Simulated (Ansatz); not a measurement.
A structure file:

```xyz
6
Lattice="5.3136 0.0000 0.0000 -2.6568 4.6017 0.0000 0.0000 0.0000 3.1959" Properties=species:S:1:pos:R:3 pbc="T T T"
Zr    2.6568    1.5339    1.5979
Zr    0.0000    3.0678    1.5979
Zr    0.0000    0.0000    0.0000
O     1.5809    2.7382    0.0000
O     2.1518    0.0000    0.0000
O     4.2377    1.8635    0.0000
```

**Say what kind of structure these coordinates give.**

Its composition is ZrO. The lattice is primitive hexagonal and the space group P-62m (No. 189). Counting shared atoms by their share gives 3 Zr, 3 O, or 6 atoms. Numbers of contacts at bonding distance: Zr 5 to 11 (mean 9.0) and O 5. Not all metal-metal contacts are counted.

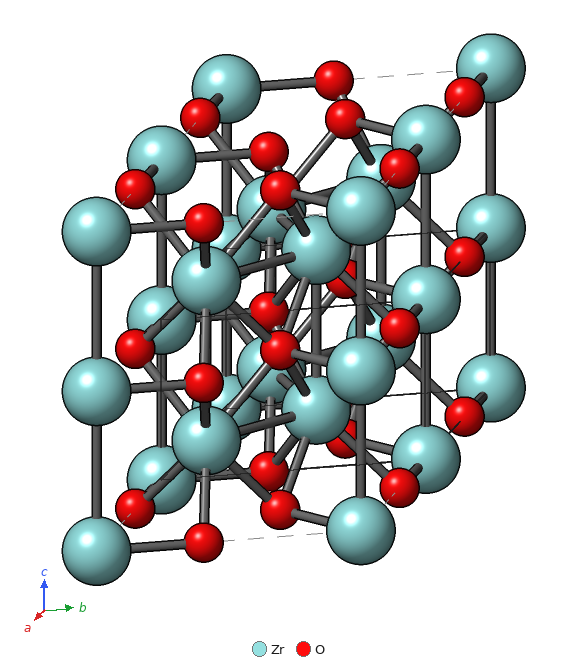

An orthographic ball-and-stick view of the structure, slightly off an axis. 2×1×2 cells are drawn; the solid outline is the conventional unit cell. Colours: zirconium light teal, oxygen red.

It goes back to a structure listed in the Materials Project, with elements exchanged, so it need not be a known form of the compound. This is the structure after a relaxation with DFT PBE, scalar-relativistic, plane waves, PAW in Ansatz 0.2.0.
